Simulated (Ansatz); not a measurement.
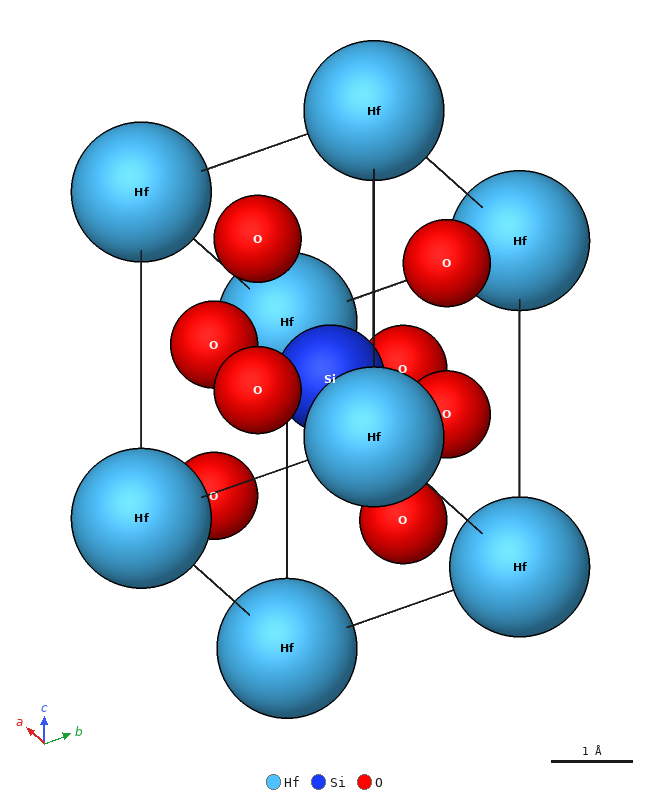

View from a general direction, drawn as a spheres-only model. The conventional unit cell is outlined; an atom on or near a face, edge or corner is repeated at each equivalent position.

HfSiO4, space group P4/mmm (No. 123), a = 3.40 Å, b = 3.40 Å, c = 4.87 Å, α = 90.00°, β = 90.00°, γ = 90.00°.

All computed values are from DFT, PBEsol, plane waves, PAW (Ansatz 0.2.0). Settings: a 420 eV plane-wave basis, a 6×6×4 grid in reciprocal space, Fermi-Dirac smearing of 0.03 eV, no spin polarisation.

What does the calculation say: metal or gapped?

A semiconductor at this level, with a gap of 0.11 eV, indirect; the smallest direct gap is 0.13 eV.

Starting structure: a structure type filled with these elements by a generator (whether the compound takes this form wasn't checked). Atoms and cell were optimised with DFT, PBEsol, plane waves, PAW in Ansatz.
